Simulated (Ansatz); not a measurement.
# Geometry relaxation of Co (part 2 of 2)

The same run, continued: Co (P6/mmm, 1 atom in the cell); DFT, PBE, PAW with Ansatz's default frozen-core files, scalar-relativistic, spin-polarised (Ansatz 0.2.0); cutoff 420 eV, 23×23×21 k-mesh, Fermi–Dirac smearing of 0.08 eV, collinear spins. The structure was built on a prototype by a generator; it need not be a known phase. Its volume is 0.50 times that of the source entry. It belongs to a series of runs on one base structure; here: simple_hexagonal relaxed under pressure, PAW files.

Geometry of the input (Å; fractional positions):
```
1.8887  0.0000  0.0000
-0.9444  1.6357  0.0000
0.0000  0.0000  1.7754
Co 0.0000  0.0000  0.0000
```

The program's output, continued
```
SCF iter   1: F=—  HF=-5118.808381 eV  |F-HF|=—  |Δ(HF+E_count)|=         —  Δρ=1.11e-3 (↑1.05e-3 ↓1.11e-3)  dr2=3.48e-5  dr2_m=2.65e-5  M=0.002 μB ∫|m|=0.002 μB  β_m=0.65  ethr=1.96e-7  ⟨swp⟩=2.0  Hψ=107794  notcnv=0
preconditioner: auto → none  [metal: Δε(μ)=0.007 eV  Ē_g=26.475 eV  σ=0.080 eV  W_gap=0.02  n_scr=0 (ndim 8)  ℏωp=47.1 eV  f_vac=0.000  D(μ)=0.98/eV (n_scr^D=20)]
SCF iter   2: F=—  HF=-5118.809018 eV  |F-HF|=—  |Δ(HF+E_count)|=   6.37e-4  Δρ=4.27e-4 (↑4.27e-4 ↓2.99e-4)  dr2=1.48e-6  dr2_m=6.29e-6  M=0.001 μB ∫|m|=0.001 μB  β_m=0.53  ethr=1.96e-7  ⟨swp⟩=2.0  Hψ=27882  notcnv=0
SCF iter   3: F=—  HF=-5118.809233 eV  |F-HF|=—  |Δ(HF+E_count)|=   2.14e-4  Δρ=5.97e-4 (↑3.22e-4 ↓5.97e-4)  dr2=1.85e-5  dr2_m=2.47e-6  M=0.001 μB ∫|m|=0.001 μB  β_m=0.53  ethr=8.73e-9  ⟨swp⟩=2.0  Hψ=28164  notcnv=0
SCF iter   4: F=—  HF=-5118.809431 eV  |F-HF|=—  |Δ(HF+E_count)|=   1.98e-4  Δρ=1.53e-4 (↑1.53e-4 ↓1.32e-4)  dr2=1.41e-6  dr2_m=3.00e-7  M=0.000 μB ∫|m|=0.000 μB  β_m=0.72  ethr=8.73e-9  ⟨swp⟩=2.1  Hψ=28502  notcnv=0
SCF iter   5: F=—  HF=-5118.809459 eV  |F-HF|=—  |Δ(HF+E_count)|=   2.77e-5  Δρ=5.99e-5 (↑4.24e-5 ↓5.99e-5)  dr2=2.88e-7  dr2_m=1.08e-8  M=0.000 μB ∫|m|=0.000 μB  β_m=0.75  ethr=8.28e-9  ⟨swp⟩=2.2  Hψ=22262  notcnv=0
SCF iter   6: F=—  HF=-5118.809466 eV  |F-HF|=—  |Δ(HF+E_count)|=   7.10e-6  Δρ=2.74e-5 (↑2.16e-5 ↓2.74e-5)  dr2=7.01e-8  dr2_m=6.01e-10  M=0.000 μB ∫|m|=0.000 μB  β_m=0.87  ethr=1.70e-9  ⟨swp⟩=1.9  Hψ=24975  notcnv=0
SCF iter   7: F=—  HF=-5118.809468 eV  |F-HF|=—  |Δ(HF+E_count)|=   2.02e-6  Δρ=9.82e-6 (↑9.82e-6 ↓8.36e-6)  dr2=9.37e-9  dr2_m=4.61e-11  M=-0.000 μB ∫|m|=0.000 μB  β_m=0.94  ethr=4.13e-10  ⟨swp⟩=2.1  Hψ=26330  notcnv=0
SCF iter   8: F=-5118.809468 eV  HF=-5118.809468 eV  |F-HF|=3.64e-12  |Δ(HF+E_count)|=   1.52e-7  Δρ=5.81e-7 (↑3.58e-7 ↓5.81e-7)  dr2=4.40e-12  dr2_m=7.57e-12  M=-0.000 μB ∫|m|=0.000 μB  ethr=5.51e-11  ⟨swp⟩=1.5  Hψ=54447  notcnv=0
the starting moments were not kept: the SCF closed with an absolute magnetisation of 2.2e-6 μB, where they sum to 1.7 μB in size (1 site). That is at most 0.1 of that sum. Measured as dr2_m measures the in/out step, that magnetisation stands 1.6e-11 eV from none, at or under the dr2_threshold of 1.0e-7 eV: it is no larger than a step whose dr2_m would equal this threshold.
SCF 3 converged in 8 iterations: F = -5118.809468 eV  dr2 = 4.40e-12
relax step   3: F+E_penalty+E_count = -5118.80946795 eV  Δ(F+E_penalty+E_count) = +1.051e-1 eV  max|allowed force component| = 0.000e0 eV/Å  Δτ_max = 0.0000 Å  P = +709.813 GPa  Ω = 5.586 Å³  energy of the carried Pulay correction = -7.454e-4 eV  (8 SCF iters, dr2 threshold 1.00e-7 eV, accepted)
Initial wavefunctions: pseudopotential atomic-orbital guess (no wavefunctions were taken with the density)
iter 1 solved again at ethr=4.30e-9 eV; its pass at ethr=3.10e-3 eV (dr2=7.31e-7 eV) is discarded
SCF iter   1: F=—  HF=-5118.810193 eV  |F-HF|=—  |Δ(HF+E_count)|=         —  Δρ=1.61e-4 (↑1.60e-4 ↓1.61e-4)  dr2=1.75e-6  dr2_m=2.09e-11  M=-0.000 μB ∫|m|=0.000 μB  β_m=0.65  ethr=4.30e-9  ⟨swp⟩=3.6  Hψ=141785  notcnv=0
preconditioner: auto → none  [metal: Δε(μ)=0.015 eV  Ē_g=26.491 eV  σ=0.080 eV  W_gap=0.05  n_scr=0 (ndim 8)  ℏωp=47.1 eV  f_vac=0.000  D(μ)=0.98/eV (n_scr^D=20)]
SCF iter   2: F=—  HF=-5118.810196 eV  |F-HF|=—  |Δ(HF+E_count)|=   2.36e-6  Δρ=4.97e-5 (↑4.97e-5 ↓4.92e-5)  dr2=2.69e-7  dr2_m=6.43e-12  M=-0.000 μB ∫|m|=0.000 μB  β_m=0.48  ethr=4.30e-9  ⟨swp⟩=2.2  Hψ=26449  notcnv=0
SCF iter   3: F=—  HF=-5118.810196 eV  |F-HF|=—  |Δ(HF+E_count)|=   7.93e-7  Δρ=4.63e-5 (↑4.59e-5 ↓4.63e-5)  dr2=1.56e-7  dr2_m=3.28e-12  M=-0.000 μB ∫|m|=0.000 μB  β_m=0.44  ethr=1.58e-9  ⟨swp⟩=2.0  Hψ=27860  notcnv=0
SCF iter   4: F=—  HF=-5118.810197 eV  |F-HF|=—  |Δ(HF+E_count)|=   6.78e-7  Δρ=7.45e-6 (↑7.45e-6 ↓7.31e-6)  dr2=6.93e-9  dr2_m=1.12e-12  M=-0.000 μB ∫|m|=0.000 μB  β_m=0.72  ethr=9.19e-10  ⟨swp⟩=1.6  Hψ=23373  notcnv=0
SCF iter   5: F=—  HF=-5118.810198 eV  |F-HF|=—  |Δ(HF+E_count)|=   6.21e-7  Δρ=3.92e-6 (↑3.92e-6 ↓3.88e-6)  dr2=1.77e-9  dr2_m=2.40e-14  M=-0.000 μB ∫|m|=0.000 μB  β_m=0.86  ethr=4.08e-11  ⟨swp⟩=2.1  Hψ=23835  notcnv=0
SCF iter   6: F=—  HF=-5118.810198 eV  |F-HF|=—  |Δ(HF+E_count)|=   4.92e-8  Δρ=1.01e-6 (↑1.01e-6 ↓1.01e-6)  dr2=1.23e-10  dr2_m=2.14e-16  M=0.000 μB ∫|m|=0.000 μB  β_m=0.93  ethr=1.04e-11  ⟨swp⟩=2.0  Hψ=27772  notcnv=0
SCF iter   7: F=-5118.810198 eV  HF=-5118.810198 eV  |F-HF|=2.73e-12  |Δ(HF+E_count)|=   2.45e-9  Δρ=1.62e-7 (↑1.62e-7 ↓1.58e-7)  dr2=3.13e-12  dr2_m=2.45e-16  M=0.000 μB ∫|m|=0.000 μB  ethr=1.00e-12  ⟨swp⟩=2.2  Hψ=58339  notcnv=0
the starting moments were not kept: the SCF closed with an absolute magnetisation of 1.4e-8 μB, where they sum to 1.7 μB in size (1 site). That is at most 0.1 of that sum. Measured as dr2_m measures the in/out step, that magnetisation stands 6.4e-16 eV from none, at or under the dr2_threshold of 5.0e-10 eV: it is no larger than a step whose dr2_m would equal this threshold.
SCF 4 converged in 7 iterations: F = -5118.810198 eV  dr2 = 3.13e-12
relax step   4: F+E_penalty+E_count = -5118.81019773 eV  Δ(F+E_penalty+E_count) = -7.298e-4 eV  max|allowed force component| = 0.000e0 eV/Å  Δτ_max = 0.0000 Å  P = +709.804 GPa  Ω = 5.586 Å³  stress off target by 2.65e-1 GPa  SCF on the basis re-selected at this cell (its energy is not comparable with the rows above)  (7 SCF iters)
```

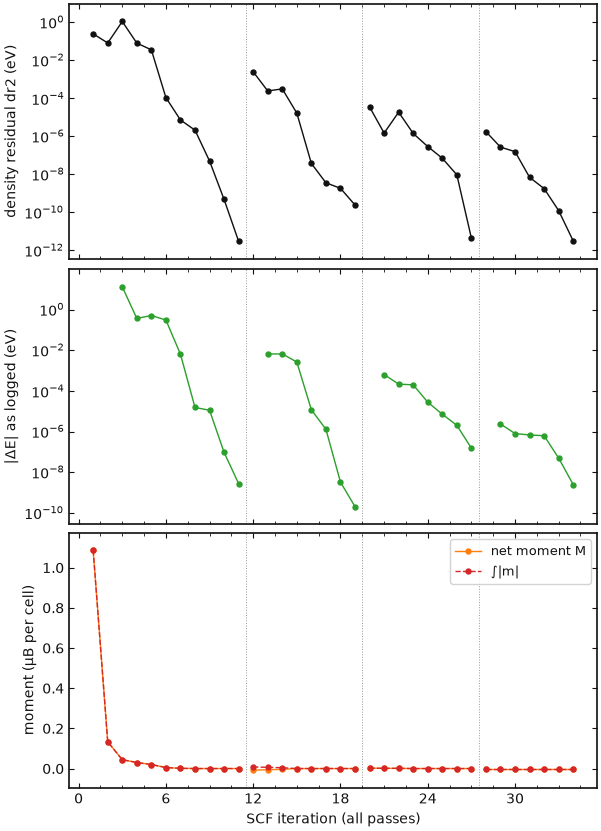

Figure 1. Convergence of the self-consistent field: density residual dr2, size of the energy change and magnetic moment against the SCF iteration. The dotted lines part the SCF passes of the relaxation: geometry steps, rejected trials and re-solves on a re-selected basis. The passes take 11, 8, 8 and 7 iterations. The net moment goes from 1.1 to 0.0 μB per cell, and ∫|m| falls to zero.

```
basis re-selected at this cell: Δ(F+E_penalty+E_count) = -7.298e-4 eV, ΔP = -0.009 GPa vs the last step (what re-selecting the basis moved, of the pressure what is left beyond the Pulay correction that the steps carried, after the strain that the cell walked since its last selection, with what the two solves' SCF thresholds leave and, on support functions, any second-order correction that the steps lacked; it is no measure of the basis error at this ecutwfc). This SCF's stress stands 2.65e-1 GPa from its target on what of the cell is left free (relax.cell.stress_tol is 3.55e-1 GPa) and its largest allowed force component is 0.00e0 eV/Å (relax.f_tol is 5.00e-3 eV/Å): within both
SCF converged after 7 iterations
Magnetization: 0.0000 μB (8.5000 up, 8.5000 down)
Absolute magnetization: 0.0000 μB (∫|ρ↑−ρ↓|, with the PAW one-centre terms)
Spin contamination: 0.0000 ħ² per cell (⟨S²⟩ above its minimum at these occupations)
Per-site moments (μB) at R_I (Å): [(1.362158935047693e-8, 0.7359954676906315)]
Free energy (F): -5118.810198 eV
Harris-Foulkes:  -5118.810198 eV  (|F-HF|=2.73e-12)
Internal energy: -5118.789490 eV  (E = F + TS)
E sigma→0 (E₀):  -5118.799844 eV
Entropy (-TS):   -0.020708 eV (-20.708 meV/atom)
Fermi energy:    40.123435 eV
--- Per-component energies (eV) ---
  E_band       = 80.458722
  E_kinetic    = 486.480204
  E_local      = -1921.383436  (includes V_loc(G=0)·N_el)
  E_nonlocal   = 489.475565
  E_hartree    = 890.300821
  E_xc         = -166.239913
  E_vxc        = -215.182109  (∫ρ·V_xc dr)
  E_paw        = -1542.745526  (= ΣΔE_a)
  E_vpaw       = -539.533333  (= ΣTr[D̂ρ^β])
  E_aug_tail   = 0.000084  (compensation charges beyond the density's cutoff)
  E_ewald      = -3354.677289
  E_smearing   = -0.020708  (= −TS)
  E_closure    = 0.000000  (closes the sum)
  Σ components = -5118.810198   (vs F -5118.810198, Δ=0.00e0)
--- Forces (eV/Å), atoms counted from 1 ---
  atom   1  Co    -0.00000000     0.00000000     0.00000000
  max |Σ_I F_I| component: 4.93e-32 eV/Å
--- Stress (GPa, compression-positive) ---
      709.838918       0.000000      -0.000000
       -0.000000     709.838918      -0.000000
       -0.000000      -0.000000     709.735474
  P = ⅓ Tr σ = 709.8044 GPa (7098.044 kbar)
--- Band table (eV; the first three rows and the last of 1232) ---
  k-point 0 ↑: bands = ["-57.6553", "-18.7749", "-18.7749", "-18.5698", "26.8695", "30.5374", "35.3417", "35.3417", "41.6040", "41.6040", "67.2625", "70.5381", "80.7771", "81.5385"]
  k-point 1 ↑: bands = ["-57.6352", "-18.7675", "-18.7675", "-18.6615", "26.9955", "30.6682", "35.3651", "35.3651", "41.5082", "41.5082", "67.3590", "69.5477", "81.7987", "81.7987"]
  k-point 2 ↑: bands = ["-57.5769", "-18.9260", "-18.7457", "-18.7457", "27.3558", "31.0616", "35.4334", "35.4334", "41.2324", "41.2324", "67.3283", "67.6456", "82.4759", "82.4759"]
  k-point 615 ↓: bands = ["-55.7572", "-21.5029", "-20.6528", "-20.3762", "30.3408", "31.2332", "36.2068", "37.2154", "43.0638", "58.7004", "60.2426", "61.4297", "61.8287", "63.6059"]
--- Relaxed structure (3 steps of the walk, 3 accepted, 1 SCFs on fresh bases) ---
  F+E_penalty+E_count = -5118.81019773 eV   max|allowed force component| = 0.000e0 eV/Å   (the final SCF, on the basis selected at the relaxed cell)
  cell:  # Å, volume = 5.5857 Å³
    - [1.9012888214564532, -3.4377139790231314e-35, 0.0]
    - [-0.9506444107282266, 1.6465644193126643, 0.0]
    - [0.0, 0.0, 1.7842314368257732]
  atoms:
    - { symbol: Co, position: [0.0, 0.0, 0.0] }
```

Trajectory as extended XYZ (Å, eV, eV/Å), 4 frames, from step=1 to step=4
```
1
Lattice="1.8887 0.0000 0.0000 -0.9444 1.6357 0.0000 0.0000 0.0000 1.7754" Properties=species:S:1:pos:R:3:forces:R:3 step=1 energy=-5118.34831 pressure_GPa=757.53
Co    0.0000    0.0000    0.0000    0.0000   0.0000   0.0000
1
Lattice="1.9042 0.0000 0.0000 -0.9521 1.6491 0.0000 0.0000 0.0000 1.7864" Properties=species:S:1:pos:R:3:forces:R:3 step=2 energy=-5118.91454 pressure_GPa=698.96
Co    0.0000    0.0000    0.0000    0.0000   0.0000   0.0000
1
Lattice="1.9013 0.0000 0.0000 -0.9506 1.6466 0.0000 0.0000 0.0000 1.7842" Properties=species:S:1:pos:R:3:forces:R:3 step=3 energy=-5118.80947 pressure_GPa=709.81
Co    0.0000    0.0000    0.0000    0.0000   0.0000   0.0000
1
Lattice="1.9013 0.0000 0.0000 -0.9506 1.6466 0.0000 0.0000 0.0000 1.7842" Properties=species:S:1:pos:R:3:forces:R:3 step=4 energy=-5118.81020 pressure_GPa=709.80
Co    0.0000    0.0000    0.0000    0.0000   0.0000   0.0000
```
